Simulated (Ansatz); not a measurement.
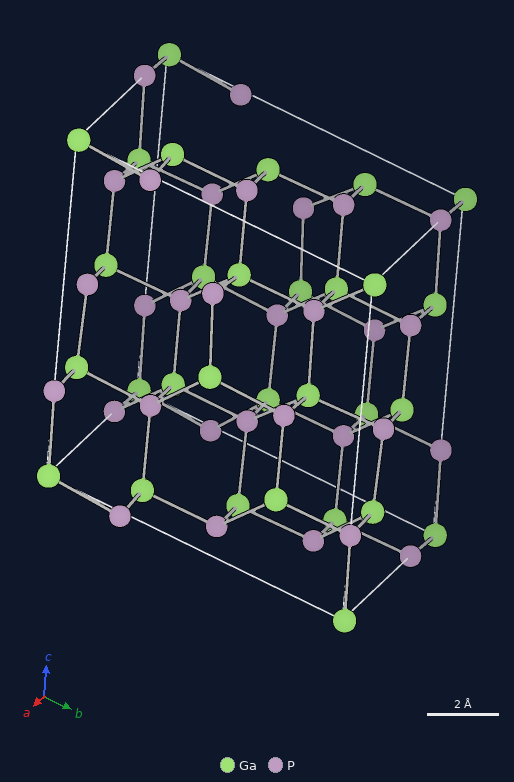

Figure 1. The starting structure (ball-and-stick view of the cell of the calculation, seen slightly off an axis). An atom can appear more than once, as a periodic image. Near neighbours in the periodic cell (some may lie outside the picture): Ga has 4 P at 2.36 to 2.41 Å; P has 3 Ga at 2.36 Å; P has 4 Ga at 2.39 to 2.41 Å.

Geometry relaxation, with input and output: Ga₁₅P₁₆ (charge −2) (part 1 of 3)

System: Ga₁₅P₁₆ (defect cell, 31 atoms in the cell, total charge −2).
Method: DFT PBE, scalar-relativistic, plane waves, PAW, spin-polarised (Ansatz 0.2.0).

The structure derives from a Materials Project entry. It belongs to a series of runs on one base structure; here: Ga vacancy (site a), charge -2, atoms relaxed at the host's cell.

## Log
```
Engine: ansatz 0.2.0, x86_64-unknown-linux-gnu
Pseudopotentials: kind: paw
Pseudopotential: Ga, paw, valence charge 13, recommended cutoff 420 eV (normal), Ga.paw.azcp
Pseudopotential: P, paw, valence charge 5, recommended cutoff 420 eV (normal), P.paw.azcp
Functional definition: PBE
  parameter kappa = 0.804
  parameter beta = 0.06672455060314922
  exchange = pbe_x(kappa = kappa, mu = beta*pi^2/3)
  correlation = pbe_c(beta = beta)
Crystal: 31 atoms, lattice volume = 667.359 Å³
Basis set: ecut = 420 eV, 13067 PW (Γ), exchange–correlation on 128×128×128 points (8 copies of the dense FFT grid, shifted against one another)
Bands: 170, of which v1, the nominal top of the filled ones, is band 139 counted from 1 (138 counted from 0)
Symmetry: 24 space group operations
Space group: I-43m (ITA 217), of the structure as read, at distance tolerance 8.7e-5 Å
Magnetic group: BNS 217.78 (UNI 1580), of the structure as read, at distance tolerance 8.7e-5 Å
k-points: 1
Non-local potential: Ga, projectors of the file, l = 0: 2, l = 1: 2, l = 2: 3, l = 3: 1
Non-local potential: P, projectors of the file, l = 0: 2, l = 1: 2, l = 2: 2
PAW form: soft (Blöchl's): semilocal exchange-correlation on the pseudo side does not see the compensation charge
PAW one-centre angular grid: Ga, 590 points (default); XC on 64 Gauss nodes
PAW one-centre angular grid: P, 110 points (default); XC on 64 Gauss nodes
Initial density: superposition of atomic densities (chi_scale 0.1, normalization cell)
Starting moments: Σ|m| = 1 μB on 4 of 31 sites
Initial wavefunctions: pseudopotential atomic-orbital guess
Functional: x = pbe(κ = 0.804, μ = 0.2195149727645171), c = pbe(β = 0.06672455060314922)
SCF iter   1: F=—  HF=-68836.905581 eV  |F-HF|=—  |Δ(HF+E_count)|=         —  Δρ=2.54e-2 (↑2.54e-2 ↓2.54e-2)  dr2=2.59e1  dr2_m=1.03e-2  M=1.000 μB ∫|m|=1.042 μB  β_m=0.30  ethr=3.10e-3  ⟨swp⟩=6.0  Hψ=1288  notcnv=0  defer=14
preconditioner: auto → Resta (q_TF=auto, 2.356 Å⁻¹)  ε∞=4.7  [insulator: Δε(μ)=1.611 eV  Ē_g=12.467 eV  σ=0.010 eV  W_gap=0.67  n_scr=140 (ndim 8)  ℏωp=23.9 eV  f_vac=0.000  D(μ)=154.26/eV (n_scr^D=3054)  ε∞_Penn≈4.7]
spin=Collinear: Resta preconditioning applied to the charge; magnetization (m = ρ↑ − ρ↓) channel mixes plain (no charge-response kernel on spin).
SCF iter   2: F=—  HF=-68831.715688 eV  |F-HF|=—  |Δ(HF+E_count)|=    5.19e0  Δρ=1.68e-2 (↑1.68e-2 ↓1.66e-2)  dr2=9.76e0  dr2_m=5.18e-3  M=1.000 μB ∫|m|=1.041 μB  β_m=0.30  ethr=3.10e-3  ⟨swp⟩=3.0  Hψ=612  notcnv=0  defer=48
SCF iter   3: F=—  HF=-68829.531375 eV  |F-HF|=—  |Δ(HF+E_count)|=    2.18e0  Δρ=6.58e-3 (↑6.58e-3 ↓6.36e-3)  dr2=8.03e-1  dr2_m=3.17e-3  M=1.000 μB ∫|m|=1.039 μB  β_m=0.30  ethr=3.10e-3  ⟨swp⟩=4.0  Hψ=594  notcnv=0  defer=48
SCF iter   4: F=—  HF=-68829.531939 eV  |F-HF|=—  |Δ(HF+E_count)|=   5.64e-4  Δρ=2.15e-3 (↑2.15e-3 ↓2.08e-3)  dr2=1.20e-1  dr2_m=1.80e-3  M=1.000 μB ∫|m|=1.041 μB  β_m=0.30  ethr=2.90e-4  ⟨swp⟩=3.0  Hψ=686  notcnv=0  defer=48
SCF iter   5: F=—  HF=-68829.553431 eV  |F-HF|=—  |Δ(HF+E_count)|=   2.15e-2  Δρ=9.25e-4 (↑8.75e-4 ↓9.25e-4)  dr2=2.43e-2  dr2_m=1.03e-3  M=1.000 μB ∫|m|=1.044 μB  β_m=0.30  ethr=4.35e-5  ⟨swp⟩=3.5  Hψ=585  notcnv=0  defer=48
SCF iter   6: F=—  HF=-68829.552247 eV  |F-HF|=—  |Δ(HF+E_count)|=   1.18e-3  Δρ=6.79e-4 (↑6.65e-4 ↓6.79e-4)  dr2=1.15e-2  dr2_m=6.17e-4  M=1.000 μB ∫|m|=1.046 μB  β_m=0.30  ethr=8.76e-6  ⟨swp⟩=3.0  Hψ=595  notcnv=0  defer=48
SCF iter   7: F=—  HF=-68829.556778 eV  |F-HF|=—  |Δ(HF+E_count)|=   4.53e-3  Δρ=3.42e-4 (↑3.42e-4 ↓3.33e-4)  dr2=1.42e-3  dr2_m=3.69e-4  M=1.000 μB ∫|m|=1.048 μB  β_m=0.30  ethr=4.14e-6  ⟨swp⟩=3.5  Hψ=591  notcnv=0  defer=48
Mixer restart at iter 7: flushing history
spin-set hold released at iteration 7 (site moments contracting): the magnetisation degrees of freedom join the quasi-Newton model from the next iteration; the mixer history was flushed
SCF iter   8: F=—  HF=-68829.557649 eV  |F-HF|=—  |Δ(HF+E_count)|=   8.71e-4  Δρ=2.60e-4 (↑2.60e-4 ↓2.60e-4)  dr2=8.55e-4  dr2_m=2.21e-4  M=1.000 μB ∫|m|=1.050 μB  β_m=0.65  ethr=5.11e-7  ⟨swp⟩=2.0  Hψ=359  notcnv=0  defer=48
SCF iter   9: F=—  HF=-68829.559474 eV  |F-HF|=—  |Δ(HF+E_count)|=   1.82e-3  Δρ=8.19e-5 (↑8.13e-5 ↓8.19e-5)  dr2=1.06e-4  dr2_m=4.37e-6  M=1.000 μB ∫|m|=1.056 μB  β_m=0.62  ethr=3.09e-7  ⟨swp⟩=2.0  Hψ=584  notcnv=0  defer=48
SCF iter  10: F=-68829.559579 eV  HF=-68829.559560 eV  |F-HF|=1.93e-5  |Δ(HF+E_count)|=   8.65e-5  Δρ=2.27e-5 (↑2.18e-5 ↓2.27e-5)  dr2=1.45e-5  dr2_m=2.49e-7  M=1.000 μB ∫|m|=1.057 μB  ethr=5.64e-9  ⟨swp⟩=13.5  Hψ=2077  notcnv=0
SCF 1 converged in 10 iterations: F = -68829.559579 eV  dr2 = 1.45e-5
  greatest PAW one-centre occupation: 0.995 electrons in one spin orbital (limit 2), on the Ga atom at site 0 (counted from 0), in its partial waves of l = 2
relax step   1: F+E_penalty+E_count = -68829.55957947 eV  Δ(F+E_penalty+E_count) = +0.000e0 eV  max|allowed force component| = 1.515e-1 eV/Å  Δτ_max = 0.0000 Å  (10 SCF iters, dr2 threshold 1.56e-5 eV, accepted)
Initial density: handed on by an earlier stage of this run
Starting moments: Σ|m| = 1 μB on 4 of 31 sites; this step starts from the density that it was given
Initial wavefunctions: those handed on with the density
iter 1 solved again at ethr=1.93e-6 eV; its pass at ethr=3.10e-3 eV (dr2=5.34e-3 eV) is discarded
SCF iter   1: F=—  HF=-68829.578258 eV  |F-HF|=—  |Δ(HF+E_count)|=         —  Δρ=4.78e-4 (↑4.78e-4 ↓4.58e-4)  dr2=5.58e-3  dr2_m=1.86e-5  M=1.000 μB ∫|m|=1.056 μB  β_m=0.30  ethr=1.93e-6  ⟨swp⟩=3.0  Hψ=936  notcnv=0  defer=48
preconditioner: auto → Resta (q_TF=auto, 2.356 Å⁻¹)  ε∞=4.0  [insulator: Δε(μ)=1.199 eV  Ē_g=13.721 eV  σ=0.010 eV  W_gap=0.67  n_scr=140 (ndim 8)  ℏωp=23.9 eV  f_vac=0.010  D(μ)=154.26/eV (n_scr^D=3054)  ε∞_Penn≈4.0]
spin=Collinear: Resta preconditioning applied to the charge; magnetization (m = ρ↑ − ρ↓) channel mixes plain (no charge-response kernel on spin).
SCF iter   2: F=—  HF=-68829.577613 eV  |F-HF|=—  |Δ(HF+E_count)|=   6.45e-4  Δρ=3.51e-4 (↑3.51e-4 ↓3.37e-4)  dr2=2.79e-3  dr2_m=1.30e-5  M=1.000 μB ∫|m|=1.056 μB  β_m=0.65  ethr=1.93e-6  ⟨swp⟩=1.0  Hψ=292  notcnv=0  defer=48
SCF iter   3: F=—  HF=-68829.577108 eV  |F-HF|=—  |Δ(HF+E_count)|=   5.05e-4  Δρ=4.49e-5 (↑4.23e-5 ↓4.49e-5)  dr2=4.00e-5  dr2_m=8.49e-7  M=1.000 μB ∫|m|=1.056 μB  β_m=0.69  ethr=1.01e-6  ⟨swp⟩=3.0  Hψ=560  notcnv=0  defer=48
SCF iter   4: F=—  HF=-68829.577374 eV  |F-HF|=—  |Δ(HF+E_count)|=   2.66e-4  Δρ=2.20e-5 (↑1.87e-5 ↓2.20e-5)  dr2=9.32e-6  dr2_m=2.07e-7  M=1.000 μB ∫|m|=1.056 μB  β_m=0.67  ethr=1.44e-8  ⟨swp⟩=2.0  Hψ=570  notcnv=0  defer=48
SCF iter   5: F=-68829.577375 eV  HF=-68829.577375 eV  |F-HF|=4.46e-7  |Δ(HF+E_count)|=   6.75e-7  Δρ=6.58e-6 (↑5.81e-6 ↓6.58e-6)  dr2=1.20e-6  dr2_m=2.15e-8  M=1.000 μB ∫|m|=1.056 μB  ethr=5.18e-10  ⟨swp⟩=11.0  Hψ=1988  notcnv=0
SCF 2 converged in 5 iterations: F = -68829.577375 eV  dr2 = 1.20e-6
  greatest PAW one-centre occupation: 0.995 electrons in one spin orbital (limit 2), on the Ga atom at site 11 (counted from 0), in its partial waves of l = 2
relax step   2: F+E_penalty+E_count = -68829.57737519 eV  Δ(F+E_penalty+E_count) = -1.780e-2 eV  max|allowed force component| = 5.359e-2 eV/Å  Δτ_max = 0.0161 Å  (5 SCF iters, dr2 threshold 1.44e-6 eV, accepted)
SCF iter   1: F=—  HF=-68829.579424 eV  |F-HF|=—  |Δ(HF+E_count)|=         —  Δρ=1.55e-4 (↑1.51e-4 ↓1.55e-4)  dr2=6.45e-4  dr2_m=2.52e-6  M=1.000 μB ∫|m|=1.056 μB  β_m=0.30  ethr=2.74e-6  ⟨swp⟩=5.0  Hψ=856  notcnv=0  defer=48
preconditioner: auto → Resta (q_TF=auto, 2.356 Å⁻¹)  ε∞=4.0  [insulator: Δε(μ)=1.218 eV  Ē_g=13.723 eV  σ=0.010 eV  W_gap=0.67  n_scr=140 (ndim 8)  ℏωp=23.9 eV  f_vac=0.010  D(μ)=154.26/eV (n_scr^D=3054)  ε∞_Penn≈4.0]
spin=Collinear: Resta preconditioning applied to the charge; magnetization (m = ρ↑ − ρ↓) channel mixes plain (no charge-response kernel on spin).
SCF iter   2: F=—  HF=-68829.579368 eV  |F-HF|=—  |Δ(HF+E_count)|=   5.62e-5  Δρ=1.12e-4 (↑1.09e-4 ↓1.12e-4)  dr2=2.87e-4  dr2_m=1.59e-6  M=1.000 μB ∫|m|=1.056 μB  β_m=0.61  ethr=2.33e-7  ⟨swp⟩=2.0  Hψ=398  notcnv=0  defer=48
SCF iter   3: F=—  HF=-68829.579350 eV  |F-HF|=—  |Δ(HF+E_count)|=   1.81e-5  Δρ=2.12e-5 (↑1.99e-5 ↓2.12e-5)  dr2=8.47e-6  dr2_m=1.28e-7  M=1.000 μB ∫|m|=1.056 μB  β_m=0.66  ethr=1.03e-7  ⟨swp⟩=2.0  Hψ=402  notcnv=0  defer=48
SCF iter   4: F=—  HF=-68829.579615 eV  |F-HF|=—  |Δ(HF+E_count)|=   2.65e-4  Δρ=8.16e-6 (↑7.73e-6 ↓8.16e-6)  dr2=1.64e-6  dr2_m=2.09e-8  M=1.000 μB ∫|m|=1.056 μB  β_m=0.61  ethr=3.06e-9  ⟨swp⟩=2.0  Hψ=570  notcnv=0  defer=48
SCF iter   5: F=—  HF=-68829.579615 eV  |F-HF|=—  |Δ(HF+E_count)|=   4.62e-8  Δρ=2.77e-6 (↑2.77e-6 ↓2.63e-6)  dr2=1.94e-7  dr2_m=1.96e-9  M=1.000 μB ∫|m|=1.056 μB  β_m=0.80  ethr=5.92e-10  ⟨swp⟩=2.0  Hψ=570  notcnv=0  defer=48
SCF iter   6: F=-68829.579615 eV  HF=-68829.579615 eV  |F-HF|=1.55e-8  |Δ(HF+E_count)|=   2.06e-7  Δρ=6.89e-7 (↑6.89e-7 ↓6.68e-7)  dr2=2.08e-8  dr2_m=2.52e-11  M=1.000 μB ∫|m|=1.056 μB  ethr=3.61e-11  ⟨swp⟩=11.0  Hψ=1395  notcnv=0
SCF 3 converged in 6 iterations: F = -68829.579615 eV  dr2 = 2.08e-8
  greatest PAW one-centre occupation: 0.995 electrons in one spin orbital (limit 2), on the Ga atom at site 7 (counted from 0), in its partial waves of l = 2
relax step   3: F+E_penalty+E_count = -68829.57961518 eV  Δ(F+E_penalty+E_count) = -2.240e-3 eV  max|allowed force component| = 1.505e-2 eV/Å  Δτ_max = 0.0057 Å  (6 SCF iters, accepted)
```

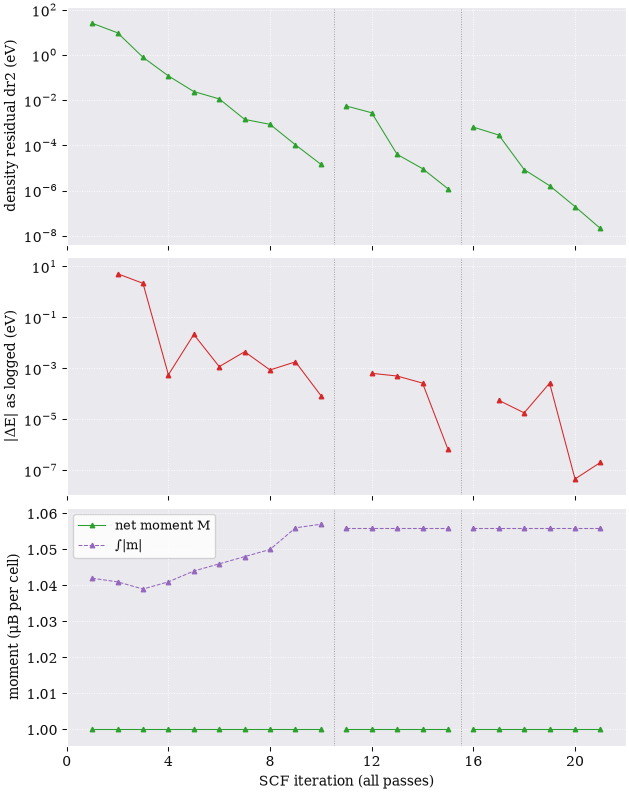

Figure 2. Convergence of the self-consistent field: density residual dr2, size of the energy change and magnetic moment against the SCF iteration. The dotted lines part the SCF passes of the relaxation: geometry steps, rejected trials and re-solves on a re-selected basis. The passes take 10, 5 and 6 iterations. The net moment stays at 1.0 μB per cell.

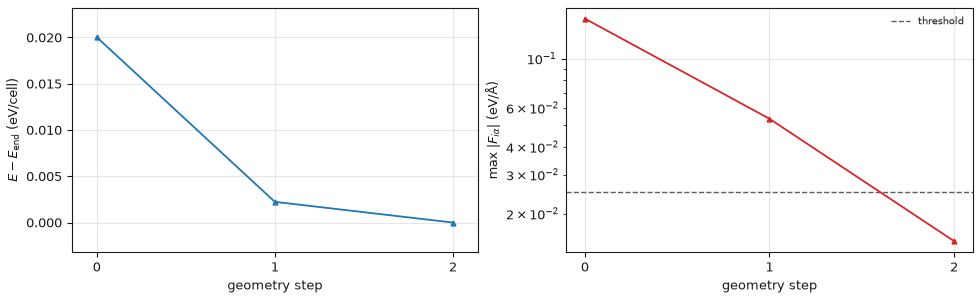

Figure 3. Progress of the relaxation, step by step (the first geometry is step 0 here and step 1 in the log).

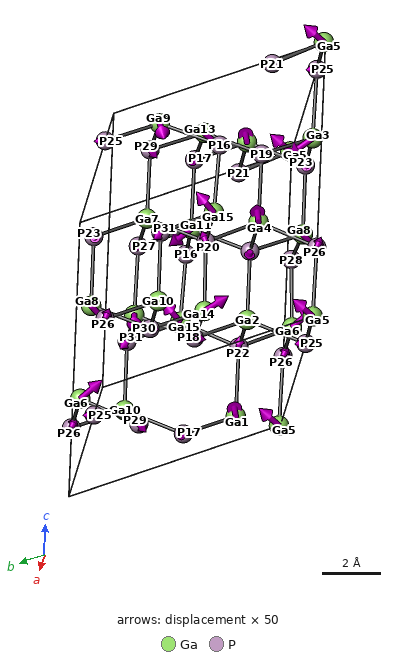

Figure 4. The starting structure with the displacements as pink arrows, magnified 50 times (ball-and-stick view of the cell of the calculation, seen at an oblique angle). The largest moves, 0.021 Å, are those of 12 atoms (Ga1, Ga3, Ga4, Ga5 and others). By element the largest moves are Ga 0.021 Å, P 0.008 Å. The cell stays as it was. Among the contacts that change: Ga11–P17 2.402 → 2.414 Å, Ga11–P16 2.364 → 2.353 Å, Ga10–P17 2.390 → 2.384 Å. The energy falls by 20.0 meV per cell of the calculation in 2 geometry steps. Largest force component: 0.15 eV/Å at the start, 0.015 eV/Å at the end. (Atoms are counted from 1 in the order of the input.)

```
SCF converged after 6 iterations
Magnetization: 1.0000 μB (139.0000 up, 138.0000 down)
Absolute magnetization: 1.0578 μB (∫|ρ↑−ρ↓|, with the PAW one-centre terms)
Spin contamination: 0.0013 ħ² per cell (⟨S²⟩ above its minimum at these occupations)
```
